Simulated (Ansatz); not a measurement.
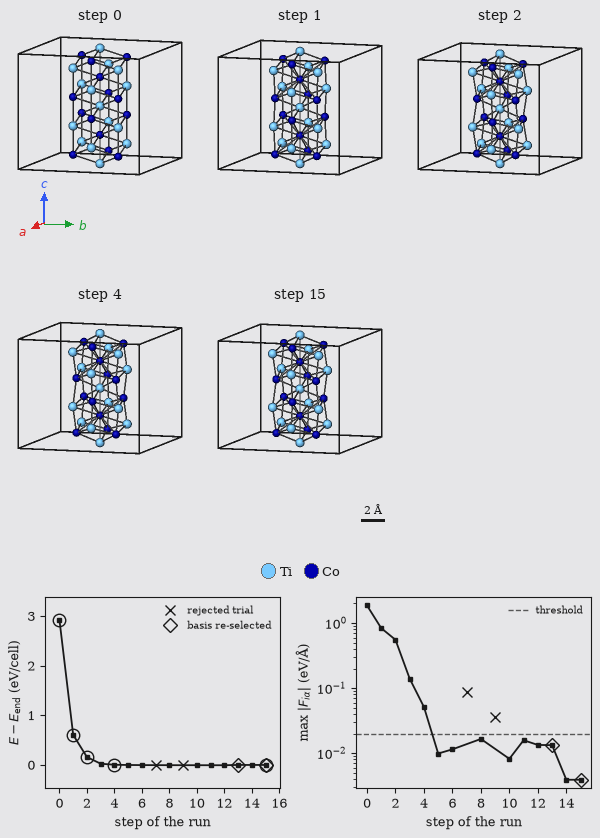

Frames of a relaxation of a wire of composition TiCo, marked on the history of the run. Style: ball-and-stick. Shown: the 2 repeat of the cell, with the vacuum cut short, slightly off an axis.

Case: wire along [1 1 1], 14 atoms a period.

These are results of Ansatz, DFT PBE, scalar-relativistic, plane waves, PAW, not measurements.

Input file:
```yaml
crystal:
  lattice:
    - [13.9, 0.0, 0.0]
    - [0.0, 13.5, 0.0]
    - [0.0, 0.0, 5.171188875]
  atoms:
    - { symbol: Ti, position: [0.5, 0.5, 0.0] }
    - { symbol: Ti, position: [0.412312165, 0.3436200727, 0.3333333333] }
    - { symbol: Ti, position: [0.412312165, 0.6563799273, 0.3333333333] }
    - { symbol: Ti, position: [0.32462433, 0.5, 0.6666666667] }
    - { symbol: Ti, position: [0.67537567, 0.5, 0.3333333333] }
    - { symbol: Ti, position: [0.587687835, 0.3436200727, 0.6666666667] }
    - { symbol: Ti, position: [0.587687835, 0.6563799273, 0.6666666667] }
    - { symbol: Co, position: [0.32462433, 0.5, 0.1666666667], spin: 1.09 }
    - { symbol: Co, position: [0.587687835, 0.3436200727, 0.1666666667], spin: 1.09 }
    - { symbol: Co, position: [0.587687835, 0.6563799273, 0.1666666667], spin: 1.09 }
    - { symbol: Co, position: [0.5, 0.5, 0.5], spin: 1.09 }
    - { symbol: Co, position: [0.412312165, 0.3436200727, 0.8333333333], spin: 1.09 }
    - { symbol: Co, position: [0.412312165, 0.6563799273, 0.8333333333], spin: 1.09 }
    - { symbol: Co, position: [0.67537567, 0.5, 0.8333333333], spin: 1.09 }
basis:
  ecutwfc: 420
kpoints:
  mp_grid: { grid: [1, 1, 11] }
hamiltonian:
  xc: pbe
scf:
  occupations: { method: gaussian, width: 0.05 }
  lower_state_search: "off"
output:
  forces: true
  stress: true
  eigenvalues: true
  populations: true
  write_density: true
  write_potential: true
  elf: true
  volumetric_format: npy
magnetization:
  spin_polarized: true
relax:
  adjacent_minimum: "off"
  f_tol: 0.02
  max_steps: 45
  cell: { fix: [a, b, alpha, beta, gamma], stress_tol: 0.03 }
```

Command:
```bash
ansatz run input.yaml --threads 4 --pin off --max-ram 11264MiB --backend cpu --events-out ev --progress --plain --runs-dir out
```

**What happens along the run?**

The energy falls by 2.922 eV per cell of the calculation in 11 accepted moves (15 points after the start). Largest force component: 1.9 eV/Å at the start, 0.0039 eV/Å at the end. The line search rejected the trial steps at points 7, 9 of the run. The SCF was repeated twice at an unchanged geometry on a basis and grid sized afresh for the cell, which shifted the energy by 5.8 meV per cell of the calculation at most. The largest moves, 0.31 Å, are those of Co8, Co9, Co10, Co12, Co13 and Co14. Largest moves by element: Co 0.31 Å, Ti 0.05 Å. Along the periodic axis the drawn cell goes c 10.342 → 9.621 Å (−7.0 %). Near-neighbour distances that change, for instance: Co10–Co11 2.986 → 2.612 Å, Ti1–Co10 2.586 → 2.334 Å, Ti1–Co11 2.586 → 2.405 Å, Ti2–Co8 2.586 → 2.429 Å. Bond angles that change, for instance: Co9–Ti6–Co9 180.0° → 163.8°, Ti5–Co14–Ti5 180.0° → 163.9°, Ti6–Co14–Ti7 109.5° → 124.9°. The program noted that the starting moments weren't kept. The run took 25 min on 4 threads of Arm Neoverse V2 (shared host), peak memory 3.3 GiB. From step 0 to 1: Co atoms move most (0.19 Å), energy −2.316 eV per cell of the calculation. From step 1 to 2: Co atoms move most (0.19 Å), energy −0.446 eV per cell of the calculation. From step 2 to 4: Co atoms move most (0.06 Å), energy −0.156 eV per cell of the calculation. From step 4 to 15: Ti atoms move most (0.03 Å), energy −3.7 meV per cell of the calculation.

| step | E − E(0), meV/atom | largest force component, eV/Å | note |
| --- | --- | --- | --- |
| 0 | 0.00 | 1.8656 |  |
| 1 | -165.46 | 0.8358 |  |
| 2 | -197.35 | 0.5538 |  |
| 3 | -206.93 | 0.1396 |  |
| 4 | -208.46 | 0.0513 |  |
| 5 | -208.78 | 0.0099 |  |
| 6 | -208.94 | 0.0115 |  |
| 7 | -208.71 | 0.0862 | rejected |
| 8 | -209.05 | 0.0165 |  |
| 9 | -209.07 | 0.0357 | rejected |
| 10 | -209.09 | 0.0082 |  |
| 11 | -209.12 | 0.0158 |  |
| 12 | -209.13 | 0.0134 |  |
| 13 | -208.71 | 0.0133 | same geometry, new basis |
| 14 | -208.72 | 0.0039 |  |
| 15 | -208.73 | 0.0039 | same geometry, new basis |

Limits of the set-up: the k-point mesh is coarse for a cell with partly filled bands.
